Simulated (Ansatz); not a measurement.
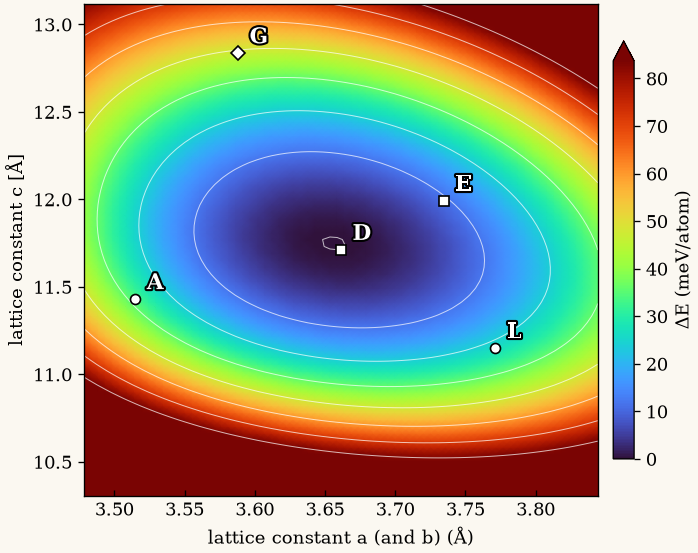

La (P6_3/mmc, No. 194; 4 atoms in the cell). The energy is mapped over the lattice constants a and c of the conventional cell. Coordinates scanned: (1) lattice constant a (and b); (2) lattice constant c. Nothing is relaxed (symmetry fixes all fractional coordinates). The scan uses an 11 × 11 grid. Points are written as (first, second). Energies are in meV/atom, from the lowest grid point. Computed with DFT PBEsol, scalar-relativistic, plane waves, PAW (Ansatz 0.2.0). Settings: cutoff 420 eV, k-mesh 12×12×4 in the order of the run's cell vectors, gaussian smearing 0.15 eV, no spin polarisation.

The picture shows a smooth colour map with a few white contour lines, one colour for all values above the top of the scale, lettered points. Between grid points the surface is interpolated.

### Is E the lowest point of the computed grid?

No. E lies 11 meV/atom above the lowest grid point, which is at (3.661 Å, 11.711 Å).

### What kind of point is each of A, D, E, G, L: minimum, saddle, maximum or slope?

A: on a slope; D: minimum; E: on a slope; G: on a slope; L: on a slope. (In these two coordinates alone; a stationary point may lie a little off the grid point.)

### Rank the lettered points by energy, lowest first.

D (0 meV/atom), E (11 meV/atom), L (26 meV/atom), A (34 meV/atom), G (47 meV/atom).
